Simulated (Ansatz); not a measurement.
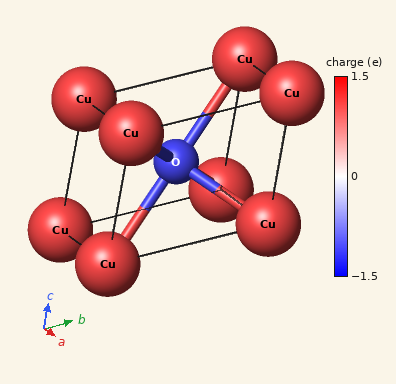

Ball-and-stick drawing of the structure, looking slightly off an axis. The edges of the simulation cell are marked. The atoms of this CuO cell are coloured by their Bader charge.

Computational set-up: Ansatz, DFT PBE, scalar-relativistic, plane waves, PAW, a kinetic-energy cutoff of 420 eV, the zone sampled with 22×22×22 points, Gaussian smearing of 0.1 eV, no spin polarisation.

Q: Read the charges from the picture.

A: Most positive: Cu; most negative: O. Charges: about Cu +1.1 e; O -1.1 e.

Its origin is a random cell made by a generator, so it need not be a real form of the compound. Earlier steps of the study may have refined or changed the cell and positions. An electronic-structure calculation with Ansatz was run on it.
